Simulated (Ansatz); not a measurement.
Structure (in its standard cell), the geometry relaxed with Ansatz, DFT, PBEsol, plane waves (420 eV) with PAW, scalar-relativistic; the starting structure was generated, so it need not be a known form of this composition:

```xyz
1
Lattice="2.3596 0.0000 0.0000 0.0000 2.3596 0.0000 0.0000 0.0000 2.3596" Properties=species:S:1:pos:R:3 pbc="T T T"
Cu    0.0000    0.0000    0.0000
```

Predict the [110] zone-axis pattern (300 kV, kinematic, B = 0.8 Å²).

Answer. The spots form a rectangular net whose two shortest vectors correspond to d = 2.36 Å and 1.67 Å, 90.0° apart. They are 0 0 1 and 1 -1 0. The pattern has symmetry 2mm. No reflection of this zone is absent.

Strongest reflections with d > 0.80 Å, one of each family (|F|² from tabulated Gaussian fits of the electron scattering factors, times a small damping for the curvature of the Ewald sphere):

```
   hkl  d (Å)  I (strongest = 100)
 0 0 1  2.360                  100
1 -1 0  1.669                   55
1 -1 1  1.362                   36
 0 0 2  1.180                   25
1 -1 2  0.963                   14
2 -2 0  0.834                    8
```

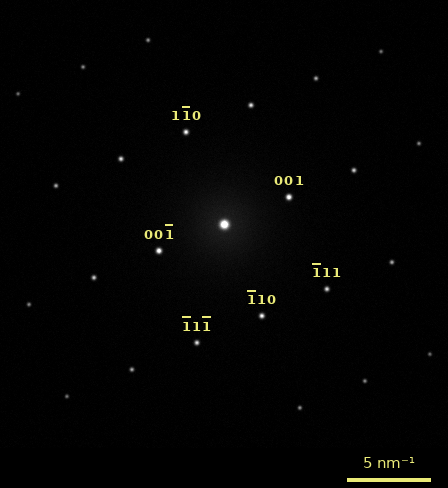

Calculated pattern, seen from the source side with [110] pointing towards the source.
